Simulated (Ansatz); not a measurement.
# Single-point calculation of ZnSnN₂

- system: ZnSnN₂ (4 atoms in the cell)
- method: DFT, PBE, plane waves, PAW, no spin polarisation (Ansatz 0.2.0)

The structure was built on a prototype by a generator; it need not be a known phase. The geometry comes from this level: r2SCAN (a point of a series of strains). It belongs to a series of runs on one base structure; here: hydrostatic strain +2.0%. Figures and captions count atoms from 1; the log counts them from 0 in places.

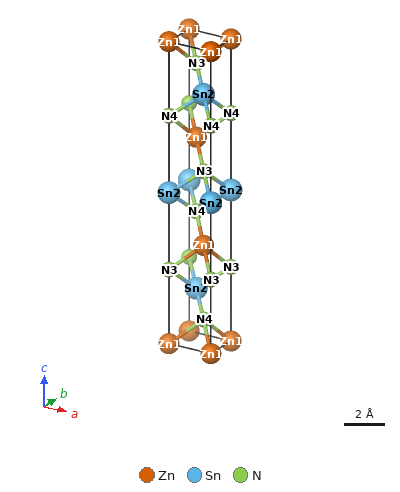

*The input geometry (ball-and-stick view of the cell 3 times as large as that of the calculation, set on its symmetry axes, seen slightly off an axis; atoms are numbered from 1 in the order of the input).*

**Results in brief**

| quantity | value |
| --- | --- |
| outcome | converged |
| space group (tolerance 0.01 Å) | R-3m (166) |
| electrons treated | 36 |
| free energy | −10109.8754 eV |
| Fermi energy | 12.059 eV |
| band gap | 0.28 eV |
| pressure | −3.46 GPa |
| largest force (length of the vector) | 0.174 eV/Å |
| hardware | 2 threads of an x86-64 CPU, shared host |
| wall time | 9.8 s (CPU time 19 s) |
| peak memory | 0.44 GiB |

**The input**
```yaml
crystal:
  lattice:
    - [1.6153609148, 0.932629059, 5.2528138216]
    - [-1.6153609148, 0.932629059, 5.2528138216]
    - [0.0, -1.865258118, 5.2528138216]
  atoms:
    - { symbol: Zn, position: [1.0, 0.0, 0.0] }
    - { symbol: Sn, position: [0.5, 0.5, 0.5] }
    - { symbol: "N", position: [0.2452614089, 0.2452614089, 0.2452614089] }
    - { symbol: "N", position: [0.7547385911, 0.7547385911, 0.7547385911] }
kpoints:
  mp_grid: { grid: [10, 10, 10] }
  band_path:
    path:
      - [0.0, 0.0, 0.0]
      - [0.5, 0.5, 0.5]
      - [0.8123176938, 0.1876823062, 0.5]
      - [0.5, -0.1876823062, 0.1876823062]
      - [0.5, 0.0, 0.0]
      - [0.3438411531, -0.3438411531, 0.0]
      - [0.6561588469, 0.0, 0.3438411531]
      - [0.5, 0.0, 0.5]
      - [-0.013021, 0.190104, -0.203125]
    npoints: 1
hamiltonian:
  xc: pbe
scf:
  occupations: { method: fermi_dirac, width: 0.02 }
  n_extra_bands: 5
output:
  forces: true
  stress: true
  eigenvalues: true
  write_density: true
  write_potential: true
  elf: true
  volumetric_format: npy
```

Launched with:
```bash
ansatz run input.yaml --threads 2 --pin off --max-ram 2211MiB --backend cpu --events-out ev --progress --plain --runs-dir out
```

**The program's output**
```
basis.fft_grid_basis auto: the FFT boxes are laid along the combinations [[1, -1, 0], [0, 1, 0], [0, -1, 1]] of the cell's own vectors, 3.231, 5.574 and 3.231 Å long. The dense box has 24×40×24 points. Along the cell's own vectors, as sized, it would have 40×40×40, 2.78 times as many. Of the 12 symmetry operations that the crystal satisfies within crystal.symmetry.tolerance (time reversal apart; of a slab, those that keep its plane) the dense box along the cell's own vectors carries 12, and the one as laid loses 8 of those. basis.fft_grid_basis: typed keeps the cell's own vectors: state it where this run's energies or levels are differenced outside the engine with another run's, or held beside a run that keeps those vectors. Those combinations have planes normal to reciprocal vector 3, as the cell's own vectors have. Each planar average written beside output.write_density, output.write_potential has a row for each plane of the box: 24. The volumetric files lie along those combinations, not along the cell's own vectors: a cube or XSF file states them, and fields.json those of NumPy files.
scf.n_extra_bands = 5 over 18 filled bands (N_el = 36.0): the run solves 23 bands
Engine: ansatz 0.2.0, x86_64-unknown-linux-gnu
Pseudopotentials: kind: paw
Pseudopotential: Zn, paw, valence charge 12, recommended cutoff 420 eV (normal), Zn.paw.azcp
Pseudopotential: Sn, paw, valence charge 14, recommended cutoff 420 eV (normal), Sn.paw.azcp
Pseudopotential: N, paw, valence charge 5, recommended cutoff 420 eV (normal), N.paw.azcp
Functional definition: PBE
  parameter kappa = 0.804
  parameter beta = 0.06672455060314922
  exchange = pbe_x(kappa = kappa, mu = beta*pi^2/3)
  correlation = pbe_c(beta = beta)
Crystal: 4 atoms, lattice volume = 47.481 Å³
Basis set: ecut = 420 eV, 923 PW (Γ), FFT grids on a1−a2, a2, −a2+a3, exchange–correlation on 48×80×48 points (8 copies of the dense FFT grid, shifted against one another)
Bands: 23, of which v1, the nominal top of the filled ones, is band 18 counted from 1 (17 counted from 0)
Symmetry: 12 space group operations
Space group: R-3m (ITA 166), of the structure as read, at distance tolerance 3.6e-5 Å
k-points: 116 of 1000
Non-local potential: Zn, projectors of the file, l = 0: 2, l = 1: 2, l = 2: 3, l = 3: 1
Non-local potential: Sn, projectors of the file, l = 0: 2, l = 1: 2, l = 2: 2, l = 3: 2
Non-local potential: N, projectors of the file, l = 0: 2, l = 1: 2, l = 2: 1
PAW form: soft (Blöchl's): semilocal exchange-correlation on the pseudo side does not see the compensation charge
PAW one-centre angular grid: Zn, 590 points (default); XC on 64 Gauss nodes
PAW one-centre angular grid: Sn, 590 points (default); XC on 64 Gauss nodes
PAW one-centre angular grid: N, 110 points (default); XC on 64 Gauss nodes
Initial density: superposition of atomic densities (neutral atoms: chi_scale 0, normalization atom), corrected by the library's trained network
Initial wavefunctions: pseudopotential atomic-orbital guess
Functional: x = pbe(κ = 0.804, μ = 0.2195149727645171), c = pbe(β = 0.06672455060314922)
SCF iter   1: F=—  HF=-10109.875628 eV  |F-HF|=—  |Δ(HF+E_count)|=         —  Δρ=1.94e-3  dr2=1.12e-3  ethr=1.77e-3  ⟨swp⟩=6.1  Hψ=13051  notcnv=0
preconditioner: auto → none  [insulator: Δε(μ)=0.288 eV  Ē_g=16.098 eV  σ=0.020 eV  W_gap=1.00  n_scr=16 (ndim 8)  ℏωp=32.3 eV  f_vac=0.000  D(μ)=0.00/eV (n_scr^D=0)  ε∞_Penn≈5.0]
SCF iter   2: F=—  HF=-10109.875365 eV  |F-HF|=—  |Δ(HF+E_count)|=   2.63e-4  Δρ=7.66e-4  dr2=1.68e-4  ethr=3.11e-6  ⟨swp⟩=2.0  Hψ=5669  notcnv=0  defer=2
SCF iter   3: F=—  HF=-10109.875424 eV  |F-HF|=—  |Δ(HF+E_count)|=   5.83e-5  Δρ=4.04e-4  dr2=3.18e-5  ethr=4.66e-7  ⟨swp⟩=2.0  Hψ=4640  notcnv=0  defer=3
SCF iter   4: F=—  HF=-10109.875418 eV  |F-HF|=—  |Δ(HF+E_count)|=   5.35e-6  Δρ=7.20e-5  dr2=2.25e-6  ethr=8.85e-8  ⟨swp⟩=2.0  Hψ=3573  notcnv=0  defer=2
SCF iter   5: F=—  HF=-10109.875418 eV  |F-HF|=—  |Δ(HF+E_count)|=   6.44e-7  Δρ=5.33e-5  dr2=6.83e-7  ethr=6.24e-9  ⟨swp⟩=2.0  Hψ=4643  notcnv=0  defer=5
SCF iter   6: F=-10109.875417 eV  HF=-10109.875417 eV  |F-HF|=2.18e-8  |Δ(HF+E_count)|=   1.02e-7  Δρ=1.20e-5  dr2=3.86e-8  ethr=2.78e-10  ⟨swp⟩=9.9  Hψ=19618  notcnv=0
SCF 1 converged in 6 iterations: F = -10109.875417 eV  dr2 = 3.86e-8
  greatest PAW one-centre occupation: 0.994 electrons in one spin orbital (limit 2), on the Sn atom at site 1 (counted from 0), in its partial waves of l = 2
```

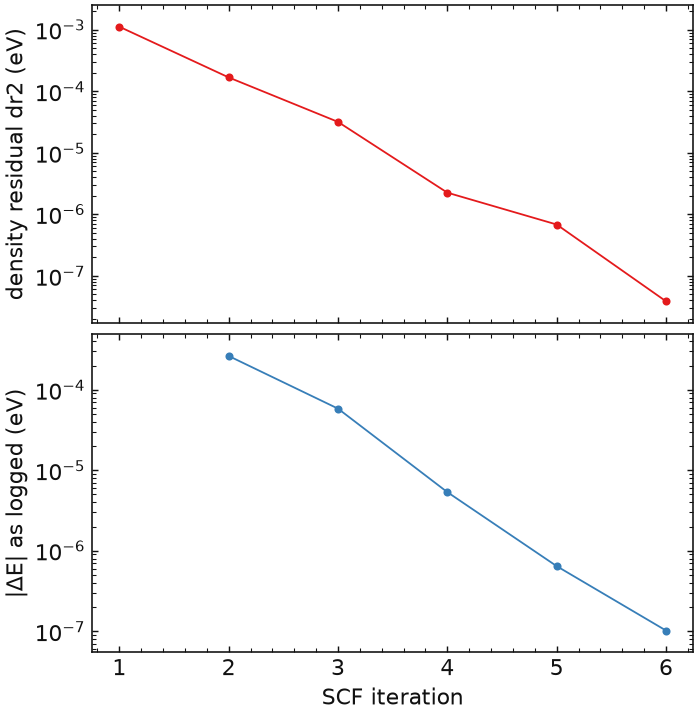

*Convergence of the self-consistent field: density residual dr2 and size of the energy change against the SCF iteration.*

The residual falls at every step.

```
NSCF: frozen V_eff on 9 k-points
SCF converged after 6 iterations
Free energy (F): -10109.875417 eV
Harris-Foulkes:  -10109.875417 eV  (|F-HF|=2.18e-8)
Internal energy: -10109.875416 eV  (E = F + TS)
E sigma→0 (E₀):  -10109.875416 eV
Entropy (-TS):   -0.000002 eV (-0.000 meV/atom)
Fermi energy:    12.059380 eV
--- Per-component energies (eV) ---
  E_band       = 68.784965
  E_kinetic    = 576.231819
  E_local      = -2412.844367  (includes V_loc(G=0)·N_el)
  E_nonlocal   = 680.493778
  E_hartree    = 1166.237596
  E_xc         = -636.239820
  E_vxc        = -296.910111  (∫ρ·V_xc dr)
  E_paw        = -6231.089865  (= ΣΔE_a)
  E_vpaw       = -810.654085  (= ΣTr[D̂ρ^β])
  E_aug_tail   = -0.000216  (compensation charges beyond the density's cutoff)
  E_ewald      = -3252.664341
  E_smearing   = -0.000002  (= −TS)
  E_closure    = 0.000000  (closes the sum)
  Σ components = -10109.875417   (vs F -10109.875417, Δ=0.00e0)
--- Forces (eV/Å), atoms counted from 1 ---
  atom   1  Zn     0.00000000    -0.00000000     0.00000000
  atom   2  Sn    -0.00000000    -0.00000000     0.00000000
  atom   3  N     -0.00000000     0.00000000     0.17448103
  atom   4  N      0.00000000    -0.00000000    -0.17448103
  max |Σ_I F_I| component: 2.78e-17 eV/Å
--- Stress (GPa, compression-positive) ---
       -3.832127       0.000000      -0.000000
        0.000000      -3.832127      -0.000000
       -0.000000      -0.000000      -2.719509
  P = ⅓ Tr σ = -3.4613 GPa (-34.613 kbar)
--- Band table (eV; the first three rows and the last of 116) ---
  k-point 0: bands = ["-9.0845", "-9.0833", "-9.0833", "-8.9261", "-8.9261", "-4.2342", "-1.6432", "4.5551", "5.9510", "5.9510", "6.1922", "6.1922", "6.4627", "10.9951", "10.9951", "11.1941", "11.6831", "11.6831", "12.1763", "15.2289", "19.3767", "19.9297", "19.9297"]
  k-point 1: bands = ["-9.1026", "-9.0659", "-9.0616", "-8.9478", "-8.9296", "-4.0891", "-1.5352", "4.6952", "5.9268", "5.9693", "6.1735", "6.1839", "6.4835", "9.8942", "10.7150", "10.8864", "11.3363", "11.5502", "13.3460", "15.9311", "18.1584", "20.2498", "20.6606"]
  k-point 2: bands = ["-9.1605", "-9.0255", "-9.0074", "-8.9883", "-8.9357", "-3.6609", "-1.2552", "5.0038", "5.9042", "5.9892", "6.1046", "6.1915", "6.5964", "8.4905", "9.2452", "10.5798", "11.2437", "11.2726", "14.8590", "16.3220", "17.7950", "20.6916", "20.9848"]
  k-point 115: bands = ["-9.0832", "-9.0831", "-9.0831", "-8.9258", "-8.9258", "-3.8486", "-2.4054", "5.7564", "5.9392", "5.9392", "6.1889", "6.1889", "7.0852", "8.1052", "11.2713", "11.2713", "11.3570", "11.3570", "14.7080", "15.3881", "19.1625", "20.9673", "20.9673"]
```

**File bands.tsv**
```
# k_distance	band_0	band_1	band_2	band_3	band_4	band_5	band_6	band_7	band_8	band_9	band_10	band_11	band_12	band_13	band_14	band_15	band_16	band_17	band_18	band_19	band_20	band_21	band_22
# fermi_ev = 12.059380
# lock_threshold_ev = 1e-6
# [0, 0, 0] at k_distance = 0.000000
# [0.5, 0.5, 0.5] at k_distance = 0.598078
# [0.8123176938, 0.1876823062, 0.5] at k_distance = 1.812884
# [0.5, -0.1876823062, 0.1876823062] at k_distance = 2.235995
# [0.5, 0, 0] at k_distance = 2.966013
# [0.3438411531, -0.3438411531, 0] at k_distance = 3.664705
# [0.6561588469, 0, 0.3438411531] at k_distance = 4.069659
# [0.5, 0, 0.5] at k_distance = 4.677062
# [-0.013021, 0.190104, -0.203125] at k_distance = 6.552418
# levels_relative_to = fermi_ev
# free_energy_ev = -10109.875417
# largest_residual_norms_ev = 3.741e-4 4.316e-4 4.395e-4 3.419e-4 4.524e-4 7.289e-4 1.326e-3 1.010e-3 8.923e-4 1.257e-3 4.767e-4 4.927e-4 9.551e-4 7.913e-4 1.038e-3 1.256e-3 1.646e-3 1.280e-3 6.589e-4 1.082e-3 1.633e-3 1.809e-3 1.898e-3
0.000000	-21.143855	-21.142644	-21.142644	-20.985497	-20.985497	-16.293541	-13.702554	-7.504252	-6.108346	-6.108346	-5.867215	-5.867215	-5.596649	-1.064306	-1.064306	-0.865246	-0.376316	-0.376316	0.116937	3.169562	7.317308	7.870300	7.870300
0.598078	-21.142583	-21.142523	-21.142523	-20.985217	-20.985217	-15.907943	-14.464811	-6.302985	-6.120183	-6.120183	-5.870437	-5.870437	-4.974131	-3.954213	-0.788120	-0.788120	-0.702344	-0.702344	2.648575	3.328725	7.103099	8.907938	8.907938
1.812884	-21.241932	-21.185835	-21.045400	-21.013175	-20.968307	-13.167954	-12.932080	-7.647608	-6.401576	-6.272560	-6.147127	-5.879410	-5.605965	-5.008309	-4.161749	-3.513701	-1.581889	-1.486015	3.608679	3.975660	6.829707	7.026611	8.751879
2.235995	-21.241932	-21.185835	-21.045400	-21.013175	-20.968307	-13.167954	-12.932080	-7.647608	-6.401576	-6.272560	-6.147127	-5.879410	-5.605965	-5.008309	-4.161749	-3.513701	-1.581889	-1.486015	3.608679	3.975660	6.829707	7.026611	8.751879
2.966013	-21.397469	-21.148481	-21.038030	-20.952896	-20.893624	-13.836143	-12.870533	-7.211515	-6.951965	-6.396211	-6.180809	-5.805084	-5.674175	-4.710429	-2.745342	-2.585716	-2.262066	-1.338869	2.709177	3.695241	6.601574	7.293724	8.772953
3.664705	-21.229508	-21.198953	-21.037761	-21.016844	-20.972131	-13.105883	-12.970608	-7.659682	-6.355413	-6.322349	-6.044343	-5.897607	-5.539287	-4.753841	-4.733115	-3.375257	-1.789320	-1.394936	3.400543	4.612524	6.448884	7.220480	8.654647
4.069659	-21.229508	-21.198953	-21.037761	-21.016844	-20.972131	-13.105883	-12.970608	-7.659682	-6.355413	-6.322349	-6.044343	-5.897607	-5.539287	-4.753841	-4.733115	-3.375257	-1.789320	-1.394936	3.400543	4.612524	6.448884	7.220480	8.654647
4.677062	-21.398392	-21.149249	-21.037950	-20.952465	-20.893644	-13.848392	-12.767982	-8.141526	-6.182330	-6.079614	-6.079207	-5.818988	-5.673847	-5.470735	-3.110317	-2.762732	-0.295425	-0.264820	0.419033	3.402649	7.044032	7.919679	8.294954
6.552418	-21.276493	-21.092749	-21.085947	-21.034429	-20.942803	-14.744031	-12.818764	-6.949202	-6.226294	-6.140062	-5.905057	-5.804990	-5.133253	-4.682251	-4.371964	-2.926159	-2.313980	-0.160967	4.030792	4.565903	6.950104	7.294578	8.422853
```

**File rho_z.tsv**
```
# z_ang	rho[e/angstrom^3]
# format = ansatz-planar-average/11
# lattice	1.615360915	0.932629059	5.252813822
# lattice	-1.615360915	0.932629059	5.252813822
# lattice	0.000000000	-1.865258118	5.252813822
# sites	4
# site	30	1.615360915	0.932629059	5.252813822
# site	50	0.000000000	0.000000000	7.879220732
# site	7	0.000000000	0.000000000	3.864937556
# site	7	0.000000000	0.000000000	11.893503909
0.000000	1.161093e0
0.232257	1.067774e0
0.464513	8.630265e-1
0.696770	6.794643e-1
0.929026	5.777975e-1
1.161283	5.450193e-1
1.393540	5.546233e-1
1.625796	5.939925e-1
1.858053	6.597801e-1
2.090309	7.467075e-1
2.322566	8.405482e-1
2.554823	9.162104e-1
2.787079	9.456920e-1
3.019336	9.162104e-1
3.251592	8.405482e-1
3.483849	7.467075e-1
3.716106	6.597801e-1
3.948362	5.939925e-1
4.180619	5.546233e-1
4.412875	5.450193e-1
4.645132	5.777975e-1
4.877389	6.794643e-1
5.109645	8.630265e-1
5.341902	1.067774e0
```

**File v_z.tsv**
```
# z_ang	v_es[eV]	v_tot[eV]
# format = ansatz-planar-average/11
# xc	pbe
# density_cutoff_ev	1680
# datasets	Zn=:simpson_from_first_knot:soft	Sn=:simpson_from_first_knot:soft	N=:simpson_from_first_knot:soft
# lattice	1.615360915	0.932629059	5.252813822
# lattice	-1.615360915	0.932629059	5.252813822
# lattice	0.000000000	-1.865258118	5.252813822
# sites	4
# site	30	1.615360915	0.932629059	5.252813822
# site	50	0.000000000	0.000000000	7.879220732
# site	7	0.000000000	0.000000000	3.864937556
# site	7	0.000000000	0.000000000	11.893503909
0.000000	7.282813e0	-4.666825e0
0.232257	7.027166e0	-4.905455e0
0.464513	6.420236e0	-5.451935e0
0.696770	5.668740e0	-6.083646e0
0.929026	4.927888e0	-6.668027e0
1.161283	4.474897e0	-7.005251e0
1.393540	4.588951e0	-6.901503e0
1.625796	5.378267e0	-6.282035e0
1.858053	6.699055e0	-5.238109e0
2.090309	8.252680e0	-3.983747e0
2.322566	9.763369e0	-2.734941e0
2.554823	1.095917e1	-1.712017e0
2.787079	1.143632e1	-1.292152e0
3.019336	1.095917e1	-1.712017e0
3.251592	9.763369e0	-2.734941e0
3.483849	8.252680e0	-3.983747e0
3.716106	6.699055e0	-5.238109e0
3.948362	5.378267e0	-6.282035e0
4.180619	4.588951e0	-6.901503e0
4.412875	4.474897e0	-7.005251e0
4.645132	4.927888e0	-6.668027e0
4.877389	5.668740e0	-6.083646e0
5.109645	6.420236e0	-5.451935e0
5.341902	7.027166e0	-4.905455e0
```

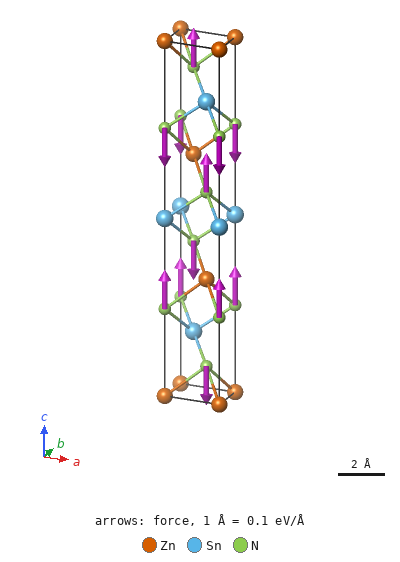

*Forces on the atoms as pink arrows (ball-and-stick view of the cell 3 times as large as that of the calculation, set on its symmetry axes, seen slightly off an axis).*

The largest act on N3, N4 (0.17 eV/Å). Atoms are counted from 1 in the order of the input and aren't labelled in the picture. The geometry is not a stationary point of this energy.

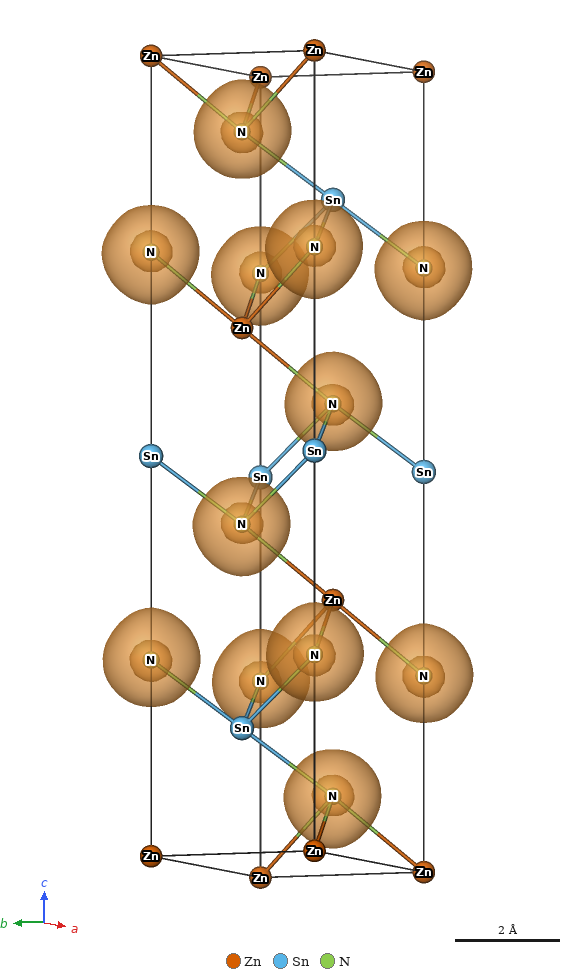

*Isosurface of the ELF at 0.65 (orange), seen at an oblique angle. Core shells and regions of very low density are left out. Sticks mark near contacts. The outline is the cell set on symmetry axes.*

Profiles from the grid: Sn–N (2.24 Å): the ELF is about 0.30 at the midpoint. Zn–N (2.32 Å): the ELF peaks at about 0.80 in the valence shell of N, 0.7 Å from its nucleus, and drops to about 0.15 between the two atoms, which marks ionic bonding with no shared pair. In a PAW calculation such maps are meaningful between the atoms, not at the nuclei.

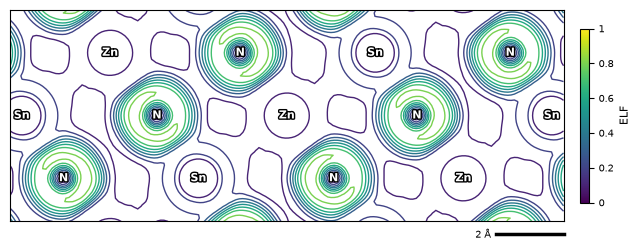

*ELF on the (110) plane of the conventional cell.*

The plane passes through Zn, Sn and N nuclei. Sn–N (2.24 Å): the ELF is about 0.30 at the midpoint. Zn–N (2.32 Å): the ELF peaks at about 0.80 in the valence shell of N, 0.7 Å from its nucleus, and drops to about 0.15 between the two atoms (ionic bonding with no shared pair).

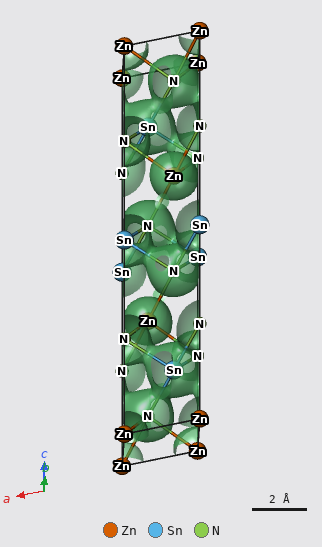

*Isosurface of the valence charge density (pseudo) at 0.4 e/Å³ (green), seen at an oblique angle. Sticks mark near contacts. The outline is the cell set on symmetry axes.*

At this value the density is joined into sheets; it holds about 85 % of the electrons treated as valence (semicore included). It is pinched off along the Zn–N (2.32 Å) contacts. On the grid the lowest density along these lines, outside the cores, is 0.53 e/Å³ (Sn–N, 2.24 Å) and 0.31 e/Å³ (Zn–N, 2.32 Å).
